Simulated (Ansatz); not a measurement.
System: H14CO7 (amorphous cell).

```
CELL_PARAMETERS angstrom
5.77700 0.00000 0.00000
0.00000 5.77700 0.00000
0.00000 0.00000 5.77700
ATOMIC_POSITIONS crystal
O 0.10656 0.81251 0.53120
H 0.17789 0.84834 0.38014
H 0.23846 0.81943 0.63694
O 0.31668 0.76939 0.10509
H 0.43657 0.78557 0.98490
H 0.26957 0.60754 0.10138
O 0.04291 0.41434 0.29658
H 0.04621 0.54615 0.40684
H 0.95893 0.28647 0.37286
O 0.82231 0.36521 0.89894
H 0.89898 0.40151 0.04952
H 0.93464 0.26800 0.81946
O 0.36345 0.30015 0.73403
H 0.50751 0.26985 0.81951
H 0.38175 0.46484 0.69808
O 0.59921 0.73887 0.72976
H 0.67119 0.84366 0.61612
H 0.71815 0.62334 0.77461
O 0.71445 0.09791 0.42335
C 0.54225 0.21209 0.37245
H 0.37352 0.13047 0.33614
H 0.55548 0.40227 0.34214
```

Level of theory: DFT PBE-D3(BJ), scalar-relativistic, plane waves, PAW (Ansatz 0.2.0).

> What can the converged valence pseudo-density and electron localisation function tell about the bonding?

O–H (0.99 Å): ρ at the midpoint is about 3.7 e/Å³; the ELF climbs to about 1 towards the hydrogen, as it does in any bond to H: a covalent bond by its length.

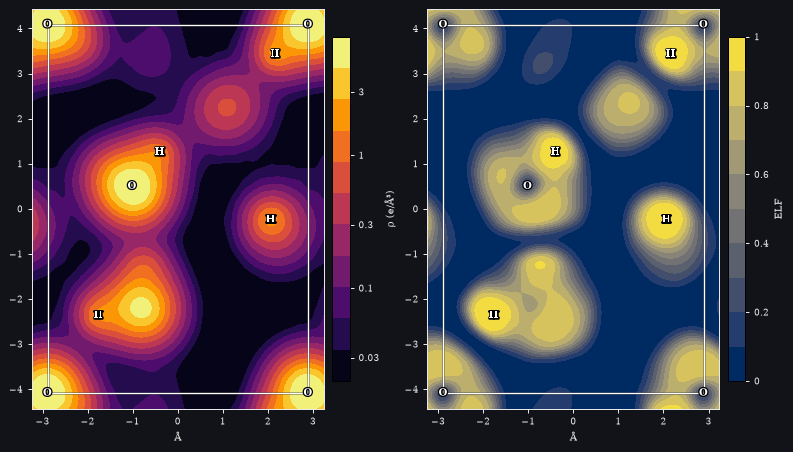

Computed valence pseudo-density and electron localisation function on the (101) plane of the calculation cell, in this order. Atoms just off the plane (O, 0.3 Å away and H, 0.3 Å away) can leave unmarked features too.

Core electrons are frozen (PAW), and the valence fields are smoothed inside the atomic spheres.
